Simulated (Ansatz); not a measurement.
Al (Pm-3m, No. 221): the geometry relaxed with DFT, PBE, plane waves (420 eV) with PAW, scalar-relativistic in Ansatz 0.2.0; the starting structure was generated, so it need not be a known form of this composition.

```
Al
1.0
     2.72184    0.00000    0.00000
     0.00000    2.72184    0.00000
     0.00000    0.00000    2.72184
Al
1
Direct
  0.00000 0.00000 0.00000
```

**What will an iDPC-like image along [001] show? Simulated as the projected potential of neutral atoms (B = 0.8 Å²) blurred by a 1.17 Å probe, the thin-sample limit of integrated differential phase contrast. Shot noise, a slight drift and the speckle of an amorphous layer were added.**

The columns repeat on a square net with a repeat of 2.72 Å (plane group p4mm). All columns are alike (Al). The shortest distance between visible columns is 2.72 Å in projection. Along the beam the structure repeats every 2.72 Å.

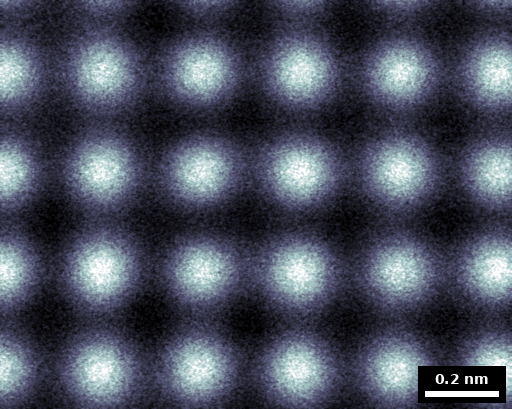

The simulated image.
